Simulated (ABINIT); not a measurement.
## Geometry relaxation of ZrB$_{2}$ (part 1 of 3)

ZrB$_{2}$ (P6/mmm, 3 atoms in the cell), computed with Kohn-Sham DFT of a periodic cell, PBEsol, PseudoDojo NC SR PBEsol v0.4.1 standard, no spin polarisation (ABINIT 10.8.3).

The structure derives from an entry of the Crystallography Open Database.

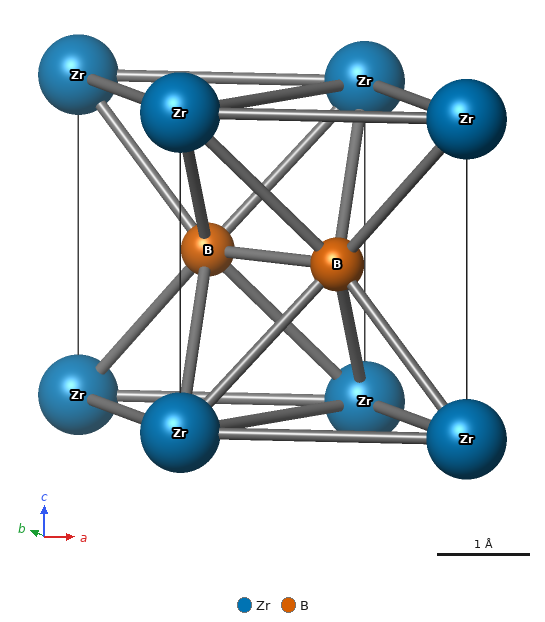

**Figure 1.** The structure as given in the input (ball-and-stick view of the cell of the calculation, seen slightly off an axis). An atom can appear more than once, as a periodic image. Near neighbours in the periodic cell (some may lie outside the picture): Zr has 12 B at 2.54 Å and 6 Zr at 3.17 Å; B has 3 B at 1.83 Å and 6 Zr at 2.54 Å.

Input file
```
# Pseudopotentials
pp_dirpath "./"
pseudos "Zr.upf, B.upf"

# Structure
acell 3.17 3.17 3.533 Angstrom
rprim
     1.0000000000     0.0000000000     0.0000000000
    -0.5000000000     0.8660254038     0.0000000000
     0.0000000000     0.0000000000     1.0000000000
ntypat 2
znucl 40 5
natom 3
typat 1 2 2
chkprim 0
chksymtnons 0
tolsym 1.0e-6
xred
            0.0            0.0            0.0
            2/3            1/3            1/2
            1/3            2/3            1/2

# Plane-wave basis
ecut 38.0
ecutsm 0.5

# k points
kptopt 1
ngkpt 8 8 6
nshiftk 1
shiftk 0.0 0.0 0.0

# Exchange and correlation
ixc -116133

# Bands and occupations
nband 13
occopt 3
tsmear 0.05 eV

# SCF cycle
nstep 80
tolvrs 1.0e-12

# Output
iomode 3
prteig 0
prtebands 0
prtwf 0
prtden 0

# Relaxation
ionmov 2
optcell 2
ntime 50
tolmxf 2.0e-5
dilatmx 1.08
```

Run on 4 threads of Arm Neoverse V2, 128 GiB of memory available, shared host.

Run as:
```bash
mpirun --bind-to none -np 4 abinit run.abi > log 2>&1
```

Output
```
.Version 10.8.3 of ABINIT
 Symmetries : space group P6/m m m (#191); Bravais hP (primitive hexag.)
================================================================================
 Values of the parameters that define the memory need of the present run
     intxc =       0    ionmov =       2      iscf =       7    lmnmax =       6
     lnmax =       6     mgfft =      45  mpssoang =       3    mqgrid =    3001
     natom =       3  nloc_mem =       1    nspden =       1   nspinor =       1
    nsppol =       1      nsym =      24    n1xccc =    2501    ntypat =       2
    occopt =       3   xclevel =       2
       mpw =        2944          nfft =       58320          nkpt =          40
================================================================================
================================================================================

--------------------------------------------------------------------------------
------------- Echo of variables that govern the present computation ------------
--------------------------------------------------------------------------------
 -outvars: echo values of preprocessed input variables --------
            acell      5.9904318191E+00  5.9904318191E+00  6.6764024028E+00 Bohr
              amu      9.12240000E+01  1.08110000E+01
          chkprim           0
      chksymtnons           0
          dilatmx      1.08000000E+00
             ecut      3.80000000E+01 Hartree
           ecutsm      5.00000000E-01 Hartree
           ionmov           2
              ixc     -116133
         kptrlatt        8    0    0      0    8    0      0    0    6
          kptrlen      4.00584144E+01
            natom           3
            nband          13
            ngfft          36      36      45
             nkpt          40
            nstep          80
             nsym          24
            ntime          50
           ntypat           2
           occopt           3
          optcell           2
           prtden           0
        prtebands           0
           prteig           0
            prtwf           0
            rprim      1.0000000000E+00  0.0000000000E+00  0.0000000000E+00
                      -5.0000000000E-01  8.6602540380E-01  0.0000000000E+00
                       0.0000000000E+00  0.0000000000E+00  1.0000000000E+00
          spgroup         191
           tolmxf      2.00000000E-05
           tolsym      1.00000000E-06
           tolvrs      1.00000000E-12
           tsmear      1.83746611E-03 Hartree
            typat      1  2  2
           xangst      0.0000000000E+00  0.0000000000E+00  0.0000000000E+00
                       1.5850000000E+00  9.1510017668E-01  1.7665000000E+00
                       3.7475676370E-19  1.8302003534E+00  1.7665000000E+00
            xcart      0.0000000000E+00  0.0000000000E+00  0.0000000000E+00
                       2.9952159096E+00  1.7292887117E+00  3.3382012014E+00
                       7.0818764722E-19  3.4585774234E+00  3.3382012014E+00
             xred      0.0000000000E+00  0.0000000000E+00  0.0000000000E+00
                       6.6666666667E-01  3.3333333333E-01  5.0000000000E-01
                       3.3333333333E-01  6.6666666667E-01  5.0000000000E-01
            znucl       40.00000    5.00000

================================================================================

 chkinp: Checking input parameters for consistency.

================================================================================
== DATASET  1 ==================================================================

--- !DatasetInfo
iteration_state: {dtset: 1, }
dimensions: {natom: 3, nkpt: 40, mband: 13, nsppol: 1, nspinor: 1, nspden: 1, mpw: 2944, }
cutoff_energies: {ecut:  38.0, pawecutdg:  -1.0, }
electrons: {nelect:   1.80000000E+01, charge:   0.00000000E+00, occopt:   3.00000000E+00, tsmear:   1.83746611E-03, }
meta: {optdriver: 0, ionmov: 2, optcell: 2, iscf: 7, paral_kgb: 0, }
...

 Real(R)+Recip(G) space primitive vectors, cartesian coordinates (Bohr,Bohr^-1):
 R(1)=  5.9904318  0.0000000  0.0000000  G(1)=  0.1669329  0.0963787  0.0000000
 R(2)= -2.9952159  5.1878661  0.0000000  G(2)=  0.0000000  0.1927575  0.0000000
 R(3)=  0.0000000  0.0000000  6.6764024  G(3)=  0.0000000  0.0000000  0.1497813
 Unit cell volume ucvol=  2.0748629E+02 bohr^3
 Angles (23,13,12)=  9.00000000E+01  9.00000000E+01  1.20000000E+02 degrees

 getcut: wavevector=  0.0000  0.0000  0.0000  ngfft=  36  36  45
         ecut(hartree)=     44.323   => boxcut(ratio)=   2.00523

--- Pseudopotential description ------------------------------------------------
- pspini: atom type   1  psp file is ./Zr.upf
  40.00000  12.00000  180301                  znucl, zion, pspdat
12 -116133 2 -1 1604                          pspcod,pspxc,lmax,lloc,mmax
     nproj     2     2     2

- pspini: atom type   2  psp file is ./B.upf
   5.00000   3.00000  180301                  znucl, zion, pspdat
12 -116133 1 -1 1534                          pspcod,pspxc,lmax,lloc,mmax
     nproj     2     2     0

   4.55230726E+02                                ecore*ucvol(ha*bohr**3)
--------------------------------------------------------------------------------

================================================================================

=== [ionmov= 2] Broyden-Fletcher-Goldfarb-Shanno method (forces)
================================================================================

--- Iteration: ( 1/50) Internal Cycle: (1/1)
--------------------------------------------------------------------------------

---SELF-CONSISTENT-FIELD CONVERGENCE--------------------------------------------

--- !BeginCycle
iteration_state: {dtset: 1, itime: 1, icycle: 1, }
solver: {iscf: 7, nstep: 80, nline: 4, wfoptalg: 0, }
tolerances: {tolvrs: 1.00E-12, }
...

     iter   Etot(hartree)      deltaE(h)  residm     vres2
 ETOT  1  -56.496568029013    -5.650E+01 9.482E-02 6.581E+02
 ETOT  2  -56.558853010595    -6.228E-02 5.398E-02 2.666E+02
 ETOT  3  -56.589090654827    -3.024E-02 4.964E-03 3.374E-01
 ETOT  4  -56.589146544817    -5.589E-05 1.098E-02 1.667E-02
 ETOT  5  -56.589148389371    -1.845E-06 3.626E-03 8.516E-05
 ETOT  6  -56.589148401387    -1.202E-08 1.496E-03 1.861E-07
 ETOT  7  -56.589148401430    -4.272E-11 1.079E-03 2.101E-08
 ETOT  8  -56.589148401433    -3.581E-12 7.167E-04 8.907E-11
 ETOT  9  -56.589148401434    -7.958E-13 7.375E-04 4.585E-12
 ETOT 10  -56.589148401433     8.313E-13 4.109E-04 6.791E-14

 At SCF step   10       vres2   =  6.79E-14 < tolvrs=  1.00E-12 =>converged.

 Cartesian components of stress tensor (hartree/bohr^3)
  sigma(1 1)=  1.17702647E-04  sigma(3 2)=  0.00000000E+00
  sigma(2 2)=  1.17702646E-04  sigma(3 1)=  0.00000000E+00
  sigma(3 3)=  1.44230602E-04  sigma(2 1)=  0.00000000E+00

--- !ResultsGS
iteration_state: {dtset: 1, itime: 1, icycle: 1, }
comment   : Summary of ground state results
lattice_vectors:
- [  5.9904318,   0.0000000,   0.0000000, ]
- [ -2.9952159,   5.1878661,   0.0000000, ]
- [  0.0000000,   0.0000000,   6.6764024, ]
lattice_lengths: [   5.99043,    5.99043,    6.67640, ]
lattice_angles: [ 90.000,  90.000, 120.000, ] # degrees, (23, 13, 12)
lattice_volume:   2.0748629E+02
convergence: {deltae:  8.313E-13, res2:  6.791E-14, residm:  4.109E-04, diffor: null, }
etotal    :  -5.65891484E+01
entropy   :   0.00000000E+00
fermie    :   4.62983891E-01
cartesian_stress_tensor: # hartree/bohr^3
- [  1.17702647E-04,   0.00000000E+00,   0.00000000E+00, ]
- [  0.00000000E+00,   1.17702646E-04,   0.00000000E+00, ]
- [  0.00000000E+00,   0.00000000E+00,   1.44230602E-04, ]
pressure_GPa:  -3.7231E+00
xred      :
- [  0.0000E+00,   0.0000E+00,   0.0000E+00, Zr]
- [  6.6667E-01,   3.3333E-01,   5.0000E-01,  B]
- [  3.3333E-01,   6.6667E-01,   5.0000E-01,  B]
cartesian_forces: # hartree/bohr
- [ -0.00000000E+00,  -0.00000000E+00,  -0.00000000E+00, ]
- [ -1.12372751E-29,  -1.94635315E-29,  -0.00000000E+00, ]
- [  1.12372751E-29,   1.94635315E-29,  -0.00000000E+00, ]
force_length_stats: {min:   0.00000000E+00, max:   2.24745503E-29, mean:   1.49830335E-29, }
...

 Integrated electronic density in atomic spheres:
 ------------------------------------------------
 Atom  Sphere_radius  Integrated_density
    1        2.00000          8.44343024
    2        2.00000          2.62801466
    3        2.00000          2.62801466

---OUTPUT-----------------------------------------------------------------------

 Cartesian coordinates (xcart) [bohr]
  0.00000000000000E+00  0.00000000000000E+00  0.00000000000000E+00
  2.99521590956383E+00  1.72928871169880E+00  3.33820120141610E+00
  7.08187647215937E-19  3.45857742339761E+00  3.33820120141610E+00
 Reduced coordinates (xred)
  0.00000000000000E+00  0.00000000000000E+00  0.00000000000000E+00
  6.66666666666667E-01  3.33333333333333E-01  5.00000000000000E-01
  3.33333333333333E-01  6.66666666666667E-01  5.00000000000000E-01
 Cartesian forces (fcart) [Ha/bohr]; max,rms= 1.94635E-29 1.05946E-29 (free atoms)
 -0.00000000000000E+00 -0.00000000000000E+00 -0.00000000000000E+00
 -1.12372751433239E-29 -1.94635314865180E-29 -0.00000000000000E+00
  1.12372751433239E-29  1.94635314865180E-29 -0.00000000000000E+00
 Gradient of E wrt nuclear positions in reduced coordinates (gred)
  0.00000000000000E+00 -0.00000000000000E+00  0.00000000000000E+00
  6.73161305788597E-29  6.73161305788597E-29  0.00000000000000E+00
 -6.73161305788597E-29 -6.73161305788597E-29 -0.00000000000000E+00
 Scale of Primitive Cell (acell) [bohr]
  5.99043181912767E+00  5.99043181912767E+00  6.67640240283219E+00
 Real space primitive translations (rprimd) [bohr]
  5.99043181912767E+00  0.00000000000000E+00  0.00000000000000E+00
 -2.99521590956383E+00  5.18786613509641E+00  0.00000000000000E+00
  0.00000000000000E+00  0.00000000000000E+00  6.67640240283219E+00
 Unitary Cell Volume (ucvol) [Bohr^3]=  2.07486285369326E+02
 Angles (23,13,12)= [degrees]
  9.00000000000000E+01  9.00000000000000E+01  1.19999999999554E+02
 Lengths [Bohr]
  5.99043181912767E+00  5.99043181920840E+00  6.67640240283219E+00
 Stress tensor in cartesian coordinates (strten) [Ha/bohr^3]
  1.17702646780165E-04  0.00000000000000E+00  0.00000000000000E+00
  0.00000000000000E+00  1.17702646395915E-04  0.00000000000000E+00
  0.00000000000000E+00  0.00000000000000E+00  1.44230601834697E-04
 Total energy (etotal) [Ha]= -5.65891484014331E+01

--- Iteration: ( 2/50) Internal Cycle: (1/1)
--------------------------------------------------------------------------------

---SELF-CONSISTENT-FIELD CONVERGENCE--------------------------------------------

--- !BeginCycle
iteration_state: {dtset: 1, itime: 2, icycle: 1, }
solver: {iscf: 7, nstep: 80, nline: 4, wfoptalg: 0, }
tolerances: {tolvrs: 1.00E-12, }
...

     iter   Etot(hartree)      deltaE(h)  residm     vres2
 ETOT  1  -56.588562743581    -5.659E+01 1.742E-01 6.922E+00
 ETOT  2  -56.589035480597    -4.727E-04 2.513E-02 2.751E+00
 ETOT  3  -56.589340468671    -3.050E-04 2.625E-02 1.308E-03
 ETOT  4  -56.589340684148    -2.155E-07 6.583E-04 2.024E-05
 ETOT  5  -56.589340686980    -2.832E-09 8.069E-03 4.105E-07
 ETOT  6  -56.589340687037    -5.664E-11 2.035E-04 5.785E-09
 ETOT  7  -56.589340687037    -4.974E-13 2.307E-03 2.460E-11
 ETOT  8  -56.589340687037     7.105E-14 6.809E-05 1.254E-13

 At SCF step    8       vres2   =  1.25E-13 < tolvrs=  1.00E-12 =>converged.

 Cartesian components of stress tensor (hartree/bohr^3)
  sigma(1 1)=  2.49122729E-05  sigma(3 2)=  0.00000000E+00
  sigma(2 2)=  2.49122726E-05  sigma(3 1)=  0.00000000E+00
  sigma(3 3)=  5.06954644E-05  sigma(2 1)=  0.00000000E+00

--- !ResultsGS
iteration_state: {dtset: 1, itime: 2, icycle: 1, }
comment   : Summary of ground state results
lattice_vectors:
- [  5.9692791,   0.0000000,   0.0000000, ]
- [ -2.9846396,   5.1695474,   0.0000000, ]
- [  0.0000000,   0.0000000,   6.6475142, ]
lattice_lengths: [   5.96928,    5.96928,    6.64751, ]
lattice_angles: [ 90.000,  90.000, 120.000, ] # degrees, (23, 13, 12)
lattice_volume:   2.0513212E+02
convergence: {deltae:  7.105E-14, res2:  1.254E-13, residm:  6.809E-05, diffor: null, }
etotal    :  -5.65893407E+01
entropy   :   0.00000000E+00
fermie    :   4.68657050E-01
cartesian_stress_tensor: # hartree/bohr^3
- [  2.49122729E-05,   0.00000000E+00,   0.00000000E+00, ]
- [  0.00000000E+00,   2.49122726E-05,   0.00000000E+00, ]
- [  0.00000000E+00,   0.00000000E+00,   5.06954644E-05, ]
pressure_GPa:  -9.8580E-01
xred      :
- [  0.0000E+00,   0.0000E+00,   0.0000E+00, Zr]
- [  6.6667E-01,   3.3333E-01,   5.0000E-01,  B]
- [  3.3333E-01,   6.6667E-01,   5.0000E-01,  B]
cartesian_forces: # hartree/bohr
- [ -0.00000000E+00,  -0.00000000E+00,  -0.00000000E+00, ]
- [ -1.12770955E-29,  -1.95325023E-29,  -0.00000000E+00, ]
- [  1.12770955E-29,   1.95325023E-29,  -0.00000000E+00, ]
force_length_stats: {min:   0.00000000E+00, max:   2.25541909E-29, mean:   1.50361273E-29, }
...

 Integrated electronic density in atomic spheres:
 ------------------------------------------------
 Atom  Sphere_radius  Integrated_density
    1        2.00000          8.44564103
    2        2.00000          2.65516400
    3        2.00000          2.65516400

---OUTPUT-----------------------------------------------------------------------

 Cartesian coordinates (xcart) [bohr]
  0.00000000000000E+00  0.00000000000000E+00  0.00000000000000E+00
  2.98463956437409E+00  1.72318245595635E+00  3.32375707836633E+00
  7.62886695483654E-17  3.44636491191270E+00  3.32375707836633E+00
 Reduced coordinates (xred)
  0.00000000000000E+00  0.00000000000000E+00  0.00000000000000E+00
  6.66666666666667E-01  3.33333333333333E-01  5.00000000000000E-01
  3.33333333333333E-01  6.66666666666667E-01  5.00000000000000E-01
 Cartesian forces (fcart) [Ha/bohr]; max,rms= 1.95325E-29 1.06321E-29 (free atoms)
 -0.00000000000000E+00 -0.00000000000000E+00 -0.00000000000000E+00
 -1.12770954627777E-29 -1.95325023029845E-29 -0.00000000000000E+00
  1.12770954627777E-29  1.95325023029845E-29 -0.00000000000000E+00
 Gradient of E wrt nuclear positions in reduced coordinates (gred)
  0.00000000000000E+00 -0.00000000000000E+00  0.00000000000000E+00
  6.73161305788597E-29  6.73161305788597E-29  0.00000000000000E+00
 -6.73161305788597E-29 -6.73161305788597E-29 -0.00000000000000E+00
 Scale of Primitive Cell (acell) [bohr]
  5.96927912874817E+00  5.96927912882862E+00  6.64751415673266E+00
 Real space primitive translations (rprimd) [bohr]
  5.96927912874817E+00  0.00000000000000E+00  0.00000000000000E+00
 -2.98463956437409E+00  5.16954736786905E+00  0.00000000000000E+00
  0.00000000000000E+00  0.00000000000000E+00  6.64751415673266E+00
 Unitary Cell Volume (ucvol) [Bohr^3]=  2.05132124210944E+02
 Angles (23,13,12)= [degrees]
  9.00000000000000E+01  9.00000000000000E+01  1.19999999999554E+02
 Lengths [Bohr]
  5.96927912874817E+00  5.96927912882862E+00  6.64751415673266E+00
 Stress tensor in cartesian coordinates (strten) [Ha/bohr^3]
  2.49122729405020E-05  0.00000000000000E+00  0.00000000000000E+00
  0.00000000000000E+00  2.49122725508189E-05  0.00000000000000E+00
  0.00000000000000E+00  0.00000000000000E+00  5.06954644161981E-05
 Total energy (etotal) [Ha]= -5.65893406870371E+01

 Difference of energy with previous step (new-old):
           Absolute (Ha)=-1.92286E-04
           Relative     =-3.39792E-06

--- Iteration: ( 3/50) Internal Cycle: (1/1)
--------------------------------------------------------------------------------

---SELF-CONSISTENT-FIELD CONVERGENCE--------------------------------------------

--- !BeginCycle
iteration_state: {dtset: 1, itime: 3, icycle: 1, }
solver: {iscf: 7, nstep: 80, nline: 4, wfoptalg: 0, }
tolerances: {tolvrs: 1.00E-12, }
...

     iter   Etot(hartree)      deltaE(h)  residm     vres2
 ETOT  1  -56.589252694113    -5.659E+01 2.764E+00 9.194E-01
 ETOT  2  -56.589316719836    -6.403E-05 5.714E-01 3.686E-01
 ETOT  3  -56.589357566794    -4.085E-05 1.662E-02 2.443E-04
 ETOT  4  -56.589357602965    -3.617E-08 6.158E-02 3.379E-06
 ETOT  5  -56.589357603440    -4.751E-10 1.142E-02 3.718E-08
 ETOT  6  -56.589357603446    -5.976E-12 2.549E-02 9.722E-10
 ETOT  7  -56.589357603446    -7.105E-14 5.836E-03 1.801E-12
 ETOT  8  -56.589357603446    -8.527E-14 6.659E-03 3.320E-14

 At SCF step    8       vres2   =  3.32E-14 < tolvrs=  1.00E-12 =>converged.

 Cartesian components of stress tensor (hartree/bohr^3)
  sigma(1 1)= -6.88299180E-06  sigma(3 2)=  0.00000000E+00
  sigma(2 2)= -6.88299219E-06  sigma(3 1)=  0.00000000E+00
  sigma(3 3)=  9.66528853E-06  sigma(2 1)=  0.00000000E+00
```
